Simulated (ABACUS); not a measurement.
## Band-structure run, with input and output: NaF (part 1 of 2)

The run: band-structure run of NaF (Fm-3m, 2 atoms in the cell). Method and program: Kohn-Sham DFT of a periodic cell, PBEsol, SSSP 1.3 efficiency PBE, no spin polarisation (ABACUS 3.10.1).

The structure derives from an entry of the Crystallography Open Database.

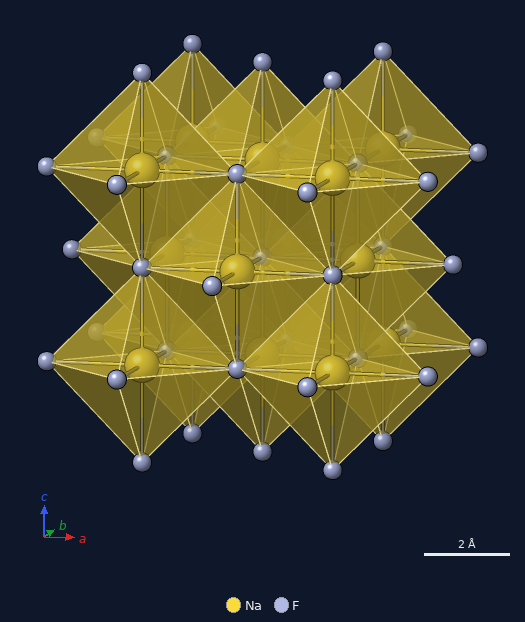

The input geometry (polyhedral view of the cell 4 times as large as that of the calculation, set on its symmetry axes, seen slightly off an axis; polyhedra are completed across the faces of the cell).

Input
```
INPUT_PARAMETERS
suffix              NaF
calculation         scf
basis_type          pw
pseudo_dir          ./
latname             fcc
symmetry            1
dft_functional      pbesol
ecutwfc             55
pseudo_rcut         10
nspin               1
nbands              18
ks_solver           dav
smearing_method     fd
smearing_sigma      0.00367493
scf_thr             1e-08
scf_nmax            100
mixing_type         broyden
mixing_beta         0.7
cal_force           1
cal_stress          1
ecutrho             440
out_chg             1
out_pot             2
out_elf             0
kpar                4
```

File STRU
```
ATOMIC_SPECIES
Na 22.9898 na_pbe_v1.5.uspp.F.UPF
F 18.9984 f_pbe_v1.4.uspp.F.UPF

LATTICE_CONSTANT
8.7683292183

ATOMIC_POSITIONS
Direct

Na
0.0
1
0.0000000000 0.0000000000 0.0000000000 1 1 1

F
0.0
1
0.5000000000 0.5000000000 0.5000000000 1 1 1
```

File KPT
```
K_POINTS
0
Gamma
8 8 8 0 0 0
```

Hardware: 4 threads of AMD EPYC (Zen 3), 16 GiB of memory available, shared host.

Command:
```bash
OMP_NUM_THREADS=1 mpirun -np 4 abacus > log
```

Log
```
ABACUS v3.10.1

               Atomic-orbital Based Ab-initio Computation at UStc

 ------------------------------------------------------------------------------------

 READING GENERAL INFORMATION
                           global_out_dir = OUT.NaF/
                           global_in_card = INPUT
                               pseudo_dir = ./
                              orbital_dir =
                                    DSIZE = 4
                                    GSIZE = 1

 READING UNITCELL INFORMATION
                                    ntype = 2
                  lattice constant (Bohr) = 8.76833
              lattice constant (Angstrom) = 4.64

 READING ATOM TYPE 1
                               atom label = Na
                      L=0, number of zeta = 1
                      L=1, number of zeta = 1
                      L=2, number of zeta = 1
             number of atom for this type = 1

 READING ATOM TYPE 2
                               atom label = F
                      L=0, number of zeta = 1
                      L=1, number of zeta = 1
                      L=2, number of zeta = 1
             number of atom for this type = 1

                        TOTAL ATOM NUMBER = 2
DIRECT COORDINATES
    atom                   x                   y                   z     mag                  vx                  vy                  vz
taud_Na1            0.0000000000        0.0000000000        0.0000000000  0.0000        0.0000000000        0.0000000000        0.0000000000
taud_F1            0.5000000000        0.5000000000        0.5000000000  0.0000        0.0000000000        0.0000000000        0.0000000000

                          Volume (Bohr^3) = 168.535
                             Volume (A^3) = 24.9743

 Lattice vectors: (Cartesian coordinate: in unit of a_0)
                 -0.5                  +0                +0.5
                   +0                +0.5                +0.5
                 -0.5                +0.5                  +0
 Reciprocal vectors: (Cartesian coordinate: in unit of 2 pi/a_0)
                   -1                  -1                  +1
                   +1                  +1                  +1
                   -1                  +1                  -1
 The esolver type has been set to : ksdft_pw

                PAO radial cut off (Bohr) = 10

 Read in pseudopotential file is na_pbe_v1.5.uspp.F.UPF
                     pseudopotential type = US
          exchange-correlation functional = PBE
                 nonlocal core correction = 0
                        valence electrons = 9
                                     lmax = 2
                           number of zeta = 3
                     number of projectors = 5
                           L of projector = 0
                           L of projector = 0
                           L of projector = 1
                           L of projector = 1
                           L of projector = 2
 XC functional updated to : pbesol
          exchange-correlation functional = PBESOL
                PAO radial cut off (Bohr) = 10

 Read in pseudopotential file is f_pbe_v1.4.uspp.F.UPF
                     pseudopotential type = US
          exchange-correlation functional = PBE
                 nonlocal core correction = 0
                        valence electrons = 7
                                     lmax = 1
                           number of zeta = 2
                     number of projectors = 4
                           L of projector = 0
                           L of projector = 0
                           L of projector = 1
                           L of projector = 1
 XC functional updated to : pbesol
          exchange-correlation functional = PBESOL
     initial pseudo atomic orbital number = 9

 SETUP THE ELECTRONS NUMBER
            electron number of element Na = 9
      total electron number of element Na = 9
             electron number of element F = 7
       total electron number of element F = 7
            AUTOSET number of electrons:  = 16
                           occupied bands = 8
                                   NBANDS = 18
                                   NLOCAL = 18

%%%%%%%%%%%%%%%%%%%%%%%%%%%%%%%%%%%%%%%%%%%%%%%%%%%%%%%%%%%%%%%%%%%%%%%%%%%%%%%%%%%%%%%%%%%%%%%%%%%%%%%%%%
 Warning: the number of valence electrons in pseudopotential > 1 for Na: [Ne] 3s1
 Pseudopotentials with additional electrons can yield (more) accurate outcomes, but may be less efficient.
 If you're confident that your chosen pseudopotential is appropriate, you can safely ignore this warning.
%%%%%%%%%%%%%%%%%%%%%%%%%%%%%%%%%%%%%%%%%%%%%%%%%%%%%%%%%%%%%%%%%%%%%%%%%%%%%%%%%%%%%%%%%%%%%%%%%%%%%%%%%%

 SETUP THE PLANE WAVE BASIS
 energy cutoff for charge/potential (unit:Ry) = 220
            fft grid for charge/potential = [ 30, 30, 30 ]
                        fft grid division = [ 1, 1, 1 ]
        big fft grid for charge/potential = [ 45, 45, 45 ]
                                     nbxx = 91125
                                     nrxx = 27000

 SETUP PLANE WAVES FOR CHARGE/POTENTIAL
                    number of plane waves = 9377
                         number of sticks = 583

 PARALLEL PW FOR CHARGE/POTENTIAL
     PROC   COLUMNS(POT)             PW
        1            583           9377
 --------------- sum -------------------
        1            583           9377
                            number of |g| = 146
                                  max |g| = 428
                                  min |g| = 0

 energy cutoff for dense charge/potential (unit:Ry) = 440
      fft grid for dense charge/potential = [ 45, 45, 45 ]
                                     nrxx = 91125

 SETUP PLANE WAVES FOR dense CHARGE/POTENTIAL
                    number of plane waves = 26301
                         number of sticks = 1159

 PARALLEL PW FOR dense CHARGE/POTENTIAL
     PROC   COLUMNS(POT)             PW
        1           1159          26301
 --------------- sum -------------------
        1           1159          26301
                            number of |g| = 289
                                  max |g| = 856
                                  min |g| = 0

----------- Double Check Mixing Parameters Begin ------------
mixing_type: broyden
mixing_beta: 0.7
mixing_gg0: 1
mixing_gg0_min: 0.1
mixing_ndim: 8
----------- Double Check Mixing Parameters End ------------

 LATTICE VECTORS: (CARTESIAN COORDINATE: IN UNIT OF A0)
                 -0.5                  +0                +0.5
                   +0                +0.5                +0.5
                 -0.5                +0.5                  +0
                       right hand lattice = 1
                                   NORM_A = 0.707107
                                   NORM_B = 0.707107
                                   NORM_C = 0.707107
                           ALPHA (DEGREE) = 60
                           BETA  (DEGREE) = 60
                           GAMMA (DEGREE) = 60

 The lattice vectors have been changed (STRU_SIMPLE.cif)

(for optimal symmetric configuration:)
                             BRAVAIS TYPE = 3
                     BRAVAIS LATTICE NAME = 03. Cubic F (face-centered)
                                    ibrav = 3
                                    IBRAV = 3
                                  BRAVAIS = FACE CENTERED CUBIC
                       LATTICE CONSTANT A = 1
Original cell was already a primitive cell.
                        ROTATION MATRICES = 48
              PURE POINT GROUP OPERATIONS = 48
                   SPACE GROUP OPERATIONS = 48
                              POINT GROUP = O_h
               POINT GROUP IN SPACE GROUP = O_h

 SETUP K-POINTS
                                    nspin = 1
                   Input type of k points = Monkhorst-Pack(Gamma)
                                   nkstot = 512
                       right hand lattice = 1
(for reciprocal lattice: )
                             BRAVAIS TYPE = 2
                     BRAVAIS LATTICE NAME = 02. Cubic I (body-centered)
                                    ibrav = 2
                       right hand lattice = 1
(for k-lattice: )
                             BRAVAIS TYPE = 2
                     BRAVAIS LATTICE NAME = 02. Cubic I (body-centered)
                                    ibrav = 2
                       right hand lattice = 1
                        ROTATION MATRICES = 48
                               nkstot_ibz = 29
K-POINTS REDUCTION ACCORDING TO SYMMETRY
     IBZ    DIRECT_X    DIRECT_Y    DIRECT_Z  WEIGHT  ibz2bz
       1  0.00000000  0.00000000  0.00000000  0.0020       0
       2  0.12500000  0.12500000  0.12500000  0.0156       1
       3  0.25000000  0.25000000  0.25000000  0.0156       2
       4  0.37500000  0.37500000  0.37500000  0.0156       3
       5  0.50000000  0.50000000  0.50000000  0.0078       4
       6  0.12500000  0.12500000  0.00000000  0.0117       9
       7  0.25000000  0.25000000  0.12500000  0.0469      10
       8  0.37500000  0.37500000  0.25000000  0.0469      11
       9  0.50000000  0.50000000  0.37500000  0.0469      12
      10  0.50000000  0.37500000  0.37500000  0.0469      13
      11  0.37500000  0.25000000  0.25000000  0.0469      14
      12  0.12500000  0.12500000  0.25000000  0.0234      15
      13  0.25000000  0.25000000  0.00000000  0.0117      18
      14  0.37500000  0.37500000  0.12500000  0.0469      19
      15  0.50000000  0.50000000  0.25000000  0.0469      20
      16 -0.37500000  0.37500000  0.37500000  0.0469      21
      17  0.50000000  0.25000000  0.25000000  0.0234      22
      18  0.37500000  0.37500000  0.00000000  0.0117      27
      19  0.50000000  0.50000000  0.12500000  0.0469      28
      20 -0.25000000  0.37500000  0.37500000  0.0234      29
      21  0.50000000  0.50000000  0.00000000  0.0059      36
      22  0.37500000  0.25000000  0.12500000  0.0469      83
      23  0.50000000  0.37500000  0.25000000  0.0938      84
      24  0.50000000  0.37500000 -0.37500000  0.0469      85
      25  0.50000000  0.37500000  0.12500000  0.0469      92
      26  0.50000000  0.37500000 -0.25000000  0.0938      93
      27 -0.37500000  0.37500000  0.25000000  0.0469      94
      28 -0.12500000  0.50000000  0.37500000  0.0234     101
      29  0.50000000  0.25000000 -0.25000000  0.0117     166

                               nkstot now = 29
[... K-POINTS DIRECT COORDINATES: 29 rows ...]

           k-point number in this process = 8
       minimum distributed K point number = 7
[... stars of the k points ...]

[... K-POINTS CARTESIAN COORDINATES: 8 rows ...]

[... K-POINTS DIRECT COORDINATES: 8 rows ...]

 SETUP PLANE WAVES FOR WAVE FUNCTIONS
     energy cutoff for wavefunc (unit:Ry) = 55
              fft grid for wave functions = [ 30, 30, 30 ]
                    number of plane waves = 1459
                         number of sticks = 163

 PARALLEL PW FOR WAVE FUNCTIONS
     PROC   COLUMNS(POT)             PW
        1            163           1459
 --------------- sum -------------------
        1            163           1459

 SETUP NONLOCAL PSEUDOPOTENTIALS IN PLANE WAVE BASIS
 Na non-local projectors:
 projector 1 L=0
 projector 2 L=0
 projector 3 L=1
 projector 4 L=1
 projector 5 L=2
 F non-local projectors:
 projector 1 L=0
 projector 2 L=0
 projector 3 L=1
 projector 4 L=1
      TOTAL NUMBER OF NONLOCAL PROJECTORS = 21

 Init Non-Local PseudoPotential table :
 Init Non-Local-Pseudopotential done.

                                     npwx = 1211

 Make real space PAO into reciprocal space.
       max mesh points in Pseudopotential = 709
     dq(describe PAO in reciprocal space) = 0.01
                                    max q = 894

 number of pseudo atomic orbitals for Na is 3
WARNING: norm of atomic wavefunction # 3 of atomic type Na is 0.99685, renormalized

 number of pseudo atomic orbitals for F is 2

 -------------------------------------------
 SELF-CONSISTENT
 -------------------------------------------
                                 init_chg = atomic

 PW ALGORITHM --------------- ION=   1  ELEC=   1--------------------------------

 Density error is 0.17798990241
                          Error Threshold = 0.01
----------------------------------------------------------
     Energy           Rydberg                 eV
```
